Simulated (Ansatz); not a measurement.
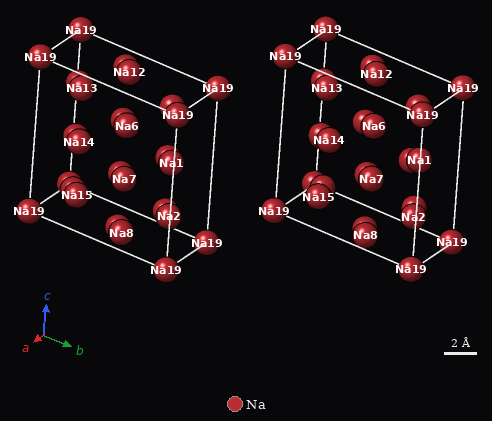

Two geometries of a defect cell of composition Na (started half-way along a vacancy jump, in the symmetry of that start), drawn at one scale. One is the start of a relaxation, the other its converged end. A spheres-only model of the cell of the calculation, seen slightly off an axis.

These are results of DFT PBEsol, scalar-relativistic, plane waves, PAW (Ansatz), not measurements. (plane-wave cutoff 420 eV; k-point mesh 4 × 4 × 4; occupations gaussian; smearing width 0.1 eV; no spin polarisation; atoms relaxed in a fixed cell; force threshold 0.02 eV/Å; at most 60 steps)

Which geometry has the lower energy?

Answer. The right one is the relaxed one. The largest moves, 0.30 Å, are those of Na atoms. The cell doesn't change. Among the contacts that change: Na–Na 3.223 → 3.492 Å, Na–Na 3.710 → 3.953 Å, Na–Na 3.727 → 3.960 Å, Na–Na 3.710 → 3.924 Å. Bond angles that change, for instance: Na–Na–Na 70.3° → 66.9°, Na–Na–Na 109.7° → 113.1°. The energy falls by 0.127 eV per cell of the calculation in 4 accepted moves (5 points after the start). Largest force component: 0.16 eV/Å at the start, 0.0038 eV/Å at the end. 1 step only repeated the SCF at the same geometry. Cost: 4 min on 4 threads of Intel(R) Xeon(R) Platinum 8259CL CPU @ 2.50GHz (Skylake/Cascade Lake), with other jobs on the host, peak memory 2.8 GiB.
